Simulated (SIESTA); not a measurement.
# Ag2O: 7 runs along one coordinate

System: Ag2O (Pn-3m, 6 atoms in the cell).
Method: Kohn-Sham DFT of a periodic cell, LDA, PseudoDojo 0.4 standard, converted to PSML, no spin polarisation (SIESTA 5.4.2).

The 7 runs differ only in the geometry, by an even scaling of the cell at fixed fractional positions. The structure derives from an entry of the Crystallography Open Database.

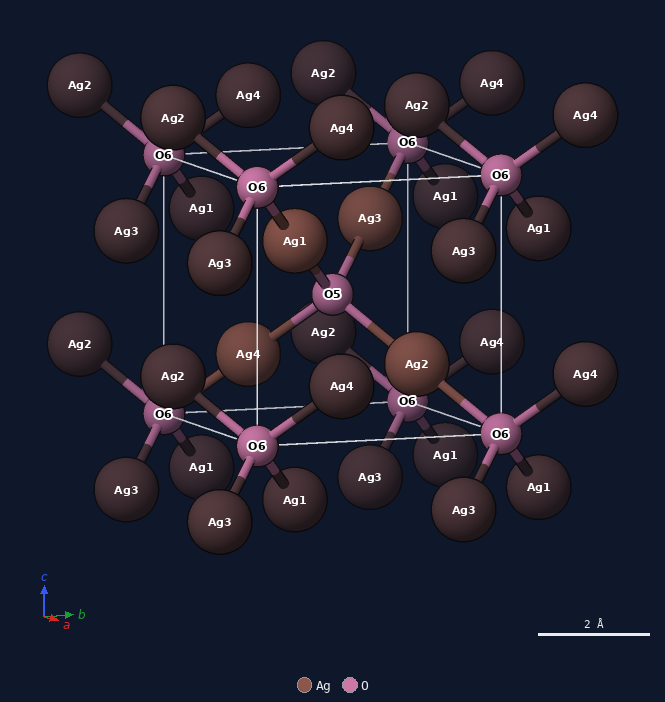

Figure 1. The structure of run 4 (ball-and-stick view of the cell of the calculation, seen slightly off an axis; neighbours outside the cell are drawn fainter; atoms are numbered from 1 in the order of the input). An atom can appear more than once, as a periodic image.

**Input of run 4**
```
SystemName                      Ag2O
SystemLabel                     Ag2O
NumberOfSpecies                 2
NumberOfAtoms                   6
%block ChemicalSpeciesLabel
  1  47 Ag
  2   8 O
%endblock ChemicalSpeciesLabel

LatticeConstant                 1.0 Ang
%block LatticeVectors
     4.7180000000     0.0000000000     0.0000000000
     0.0000000000     4.7180000000     0.0000000000
     0.0000000000     0.0000000000     4.7180000000
%endblock LatticeVectors
AtomicCoordinatesFormat         Fractional
%block AtomicCoordinatesAndAtomicSpecies
     0.7500000000     0.2500000000     0.7500000000  1  Ag
     0.7500000000     0.7500000000     0.2500000000  1  Ag
     0.2500000000     0.7500000000     0.7500000000  1  Ag
     0.2500000000     0.2500000000     0.2500000000  1  Ag
     0.5000000000     0.5000000000     0.5000000000  2  O
     0.0000000000     0.0000000000     0.0000000000  2  O
%endblock AtomicCoordinatesAndAtomicSpecies

%block kgrid.MonkhorstPack
    4   0   0  0.0
    0   4   0  0.0
    0   0   4  0.0
%endblock kgrid.MonkhorstPack
XC.Functional                   LDA
XC.Authors                      PW92
PAO.BasisSize                   DZP
PAO.EnergyShift                 0.003 Ry
Mesh.Cutoff                     800 Ry
OccupationFunction              FD
ElectronicTemperature           0.05 eV
MaxSCFIterations                120
SCF.MustConverge                false
SCF.Mixer.Method                Pulay
SCF.Mixer.Weight                0.25
SCF.Mixer.History               8
SCF.DM.Tolerance                5.0e-05
SCF.H.Tolerance                 1.0e-03 eV
WriteForces                     true
Charge.Mulliken                 end
%block PAO.Basis
  Ag 5
  n=4 0 2
    2.727 0.000
  n=5 0 2
    7.811 0.000
  n=4 1 2
    3.107 0.000
  n=5 1 1
    7.811
  n=4 2 2
    5.129 0.000
%endblock PAO.Basis
```

Command:
```bash
siesta < Ag2O.fdf > Ag2O.out 2>&1
```

Run 3 differs from it as follows:
```diff
-     4.7180000000     0.0000000000     0.0000000000
-     0.0000000000     4.7180000000     0.0000000000
-     0.0000000000     0.0000000000     4.7180000000
+     4.6863346164     0.0000000000     0.0000000000
+     0.0000000000     4.6863346164     0.0000000000
+     0.0000000000     0.0000000000     4.6863346164
```

**Results, with one run withheld**

| run | volume per atom (Å³) | free energy per atom, from the lowest run given (meV) | pressure (GPa) | gap on the mesh (eV) |
| --- | --- | --- | --- | --- |
| 1 | 16.453 | 4.08 | 3.12 | 0.09 |
| 2 | 16.803 | 0.00 | 0.67 | 0.00 |
| 3 | 17.153 | ? | ? | ? |
| 4 | 17.503 | 5.73 | −3.17 | 0.00 |
| 5 | 17.853 | 14.52 | −4.82 | 0.00 |
| 6 | 18.204 | 26.61 | −6.20 | 0.00 |
| 7 | 18.554 | 41.56 | −7.45 | 0.00 |

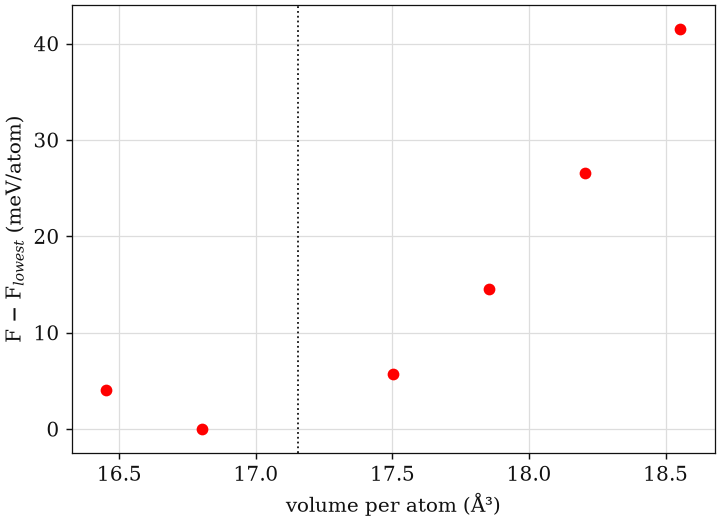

Figure 2. Free energy per atom of the runs given; the dotted line marks run 3.

Estimate the energy of run 3 from the others.

A cubic polynomial in V^(−2/3) (the Birch–Murnaghan form), fitted to the 6 runs given, misses them by at most 0.02 meV per atom. With x = V^(−2/3) − 0.14816 Å⁻², it reads F = 6.3993 − 3705.6 x + 5.073e+05 x² + 2.0727e+06 x³ (meV per atom). At run 3 it gives 0.74 meV per atom, and the run itself gives 0.78. The slope of the fit gives a pressure −dF/dV of −1.36 GPa there, and the run prints −1.34 GPa. The fit has its minimum at 16.919 Å³ per atom, where V d²F/dV² gives 103 GPa: the bulk modulus at this level, since symmetry fixes the shape and the positions. The gap on the mesh lies between 0.00 eV (run 2) and 0.09 eV (run 1); run 3 has 0.00 eV. These are gaps of this functional on this mesh, which can miss the band edges; they aren't the measured gap.

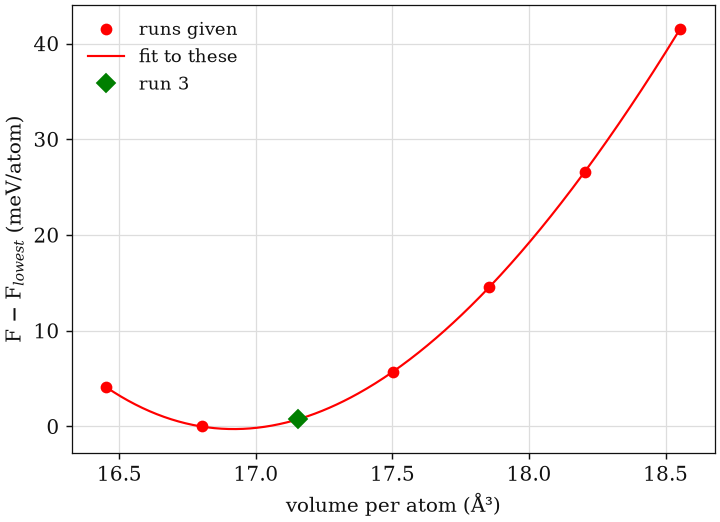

Figure 3. The fit and the withheld run.

**Some lines of the output (run 3)**
```
[...]
outcell: Cell volume (Ang**3)        :    102.9200
stepf: Fermi-Dirac step function
siesta: Etot    =    -17743.152404
siesta: FreeEng =    -17743.156194
        iscf     Eharris(eV)        E_KS(eV)     FreeEng(eV)     dDmax    Ef(eV) dHmax(eV)
siesta: E_KS(eV) =           -17761.4665
siesta: E_KS - E_eggbox =    -17761.4665
siesta: Etot    =    -17761.466480
siesta: FreeEng =    -17761.470576
siesta:         Fermi =      -4.317070
siesta: Cell volume =        102.920026 Ang**3
    Orbital volume contribution        =           4.680892 eV
```

Notes: Points of doubt noted for this run: mulliken charges of long orbitals. With a small basis of atomic orbitals these values can differ much from converged plane-wave results.
